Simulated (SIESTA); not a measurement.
## A series of single points on Ta

System: Ta (Im-3m, 1 atom in the cell).
Method: Kohn-Sham DFT of a periodic cell, LDA, PseudoDojo 0.4 standard, converted to PSML, no spin polarisation (SIESTA 5.4.2).

The 7 runs differ only in the geometry, by an even scaling of the cell at fixed fractional positions. The structure derives from an entry of the Crystallography Open Database.

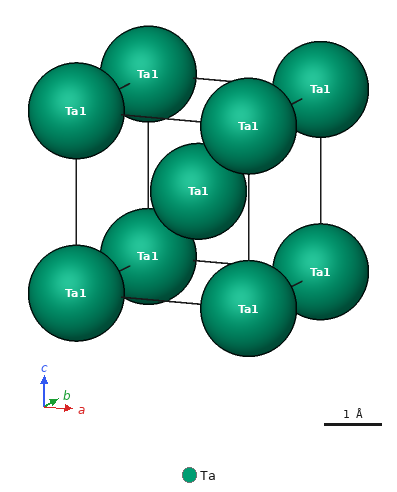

Figure 1. The structure of run 4 (spheres-only view of the cell 2 times as large as that of the calculation, set on its symmetry axes, seen slightly off an axis; atoms are numbered from 1 in the order of the input). An atom can appear more than once, as a periodic image.

**Input of run 4**
```
SystemName                      Ta
SystemLabel                     Ta
NumberOfSpecies                 1
NumberOfAtoms                   1
%block ChemicalSpeciesLabel
  1  73 Ta
%endblock ChemicalSpeciesLabel

LatticeConstant                 1.0 Ang
%block LatticeVectors
    -1.6512800000     1.6512800000     1.6512800000
     1.6512800000    -1.6512800000     1.6512800000
     1.6512800000     1.6512800000    -1.6512800000
%endblock LatticeVectors
AtomicCoordinatesFormat         Fractional
%block AtomicCoordinatesAndAtomicSpecies
     0.0000000000     0.0000000000     0.0000000000  1  Ta
%endblock AtomicCoordinatesAndAtomicSpecies

%block kgrid.MonkhorstPack
   11   0   0  0.0
    0  11   0  0.0
    0   0  11  0.0
%endblock kgrid.MonkhorstPack
XC.Functional                   LDA
XC.Authors                      PW92
PAO.BasisSize                   DZP
PAO.EnergyShift                 0.003 Ry
Mesh.Cutoff                     800 Ry
OccupationFunction              FD
ElectronicTemperature           0.05 eV
MaxSCFIterations                120
SCF.MustConverge                false
SCF.Mixer.Method                Pulay
SCF.Mixer.Weight                0.25
SCF.Mixer.History               8
SCF.DM.Tolerance                5.0e-05
SCF.H.Tolerance                 1.0e-03 eV
WriteForces                     true
Charge.Mulliken                 end
%block PAO.Basis
  Ta 5
  n=5 0 2
    3.138 0.000
  n=6 0 2
    7.656 0.000
  n=5 1 2
    3.782 0.000
  n=6 1 1
    7.656
  n=5 2 2
    7.124 0.000
%endblock PAO.Basis
```

Command:
```bash
siesta < Ta.fdf > Ta.out 2>&1
```

Run 5 differs from it as follows:
```diff
-    -1.6512800000     1.6512800000     1.6512800000
-     1.6512800000    -1.6512800000     1.6512800000
-     1.6512800000     1.6512800000    -1.6512800000
+    -1.6622159478     1.6622159478     1.6622159478
+     1.6622159478    -1.6622159478     1.6622159478
+     1.6622159478     1.6622159478    -1.6622159478
```

**Results, with one run withheld**

| run | volume per atom (Å³) | free energy per atom, from the lowest run given (meV) | pressure (GPa) |
| --- | --- | --- | --- |
| 1 | 16.930 | 2.68 | 3.78 |
| 2 | 17.290 | 0.00 | −1.33 |
| 3 | 17.650 | 8.23 | −5.87 |
| 4 | 18.010 | 26.28 | −10.02 |
| 5 | 18.371 | ? | ? |
| 6 | 18.731 | 87.39 | −16.86 |
| 7 | 19.091 | 128.60 | −19.76 |

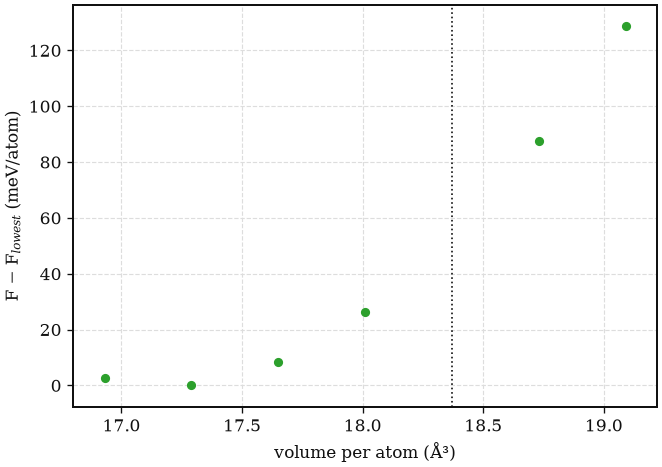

Figure 2. Free energy per atom of the runs given; the dotted line marks run 5.

Estimate the energy of run 5 from the others.

A cubic polynomial in V^(−2/3) (the Birch–Murnaghan form), fitted to the 6 runs given, misses them by at most 0.02 meV per atom. With x = V^(−2/3) − 0.14601 Å⁻², it reads F = 21.116 − 10437 x + 1.2529e+06 x² + 2.8157e+06 x³ (meV per atom). At run 5 it gives 53.02 meV per atom, and the run itself gives 52.95. The slope of the fit gives a pressure −dF/dV of −13.66 GPa there, and the run prints −13.65 GPa. The fit has its minimum at 17.193 Å³ per atom, where V d²F/dV² gives 240 GPa: the bulk modulus at this level, since symmetry fixes the shape and the positions.

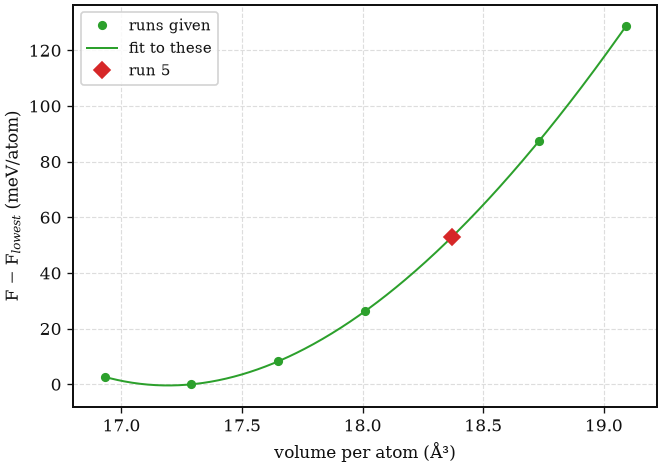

Figure 3. The fit and the withheld run.

**Some lines of the output (run 5)**
```
[...]
outcell: Cell volume (Ang**3)        :     18.3706
stepf: Fermi-Dirac step function
siesta: Etot    =     -1772.461045
siesta: FreeEng =     -1772.470883
        iscf     Eharris(eV)        E_KS(eV)     FreeEng(eV)     dDmax    Ef(eV) dHmax(eV)
siesta: E_KS(eV) =            -1772.8409
siesta: E_KS - E_eggbox =     -1772.8409
siesta: Etot    =     -1772.840867
siesta: FreeEng =     -1772.849438
siesta:         Fermi =      -5.074110
siesta: Cell volume =         18.370557 Ang**3
    Orbital volume contribution        =           1.249088 eV
```

Notes: Points of doubt noted for this run: mulliken charges of long orbitals. Spin–orbit coupling is left out, which matters for Ta. With a small basis of atomic orbitals these values can differ much from converged plane-wave results.
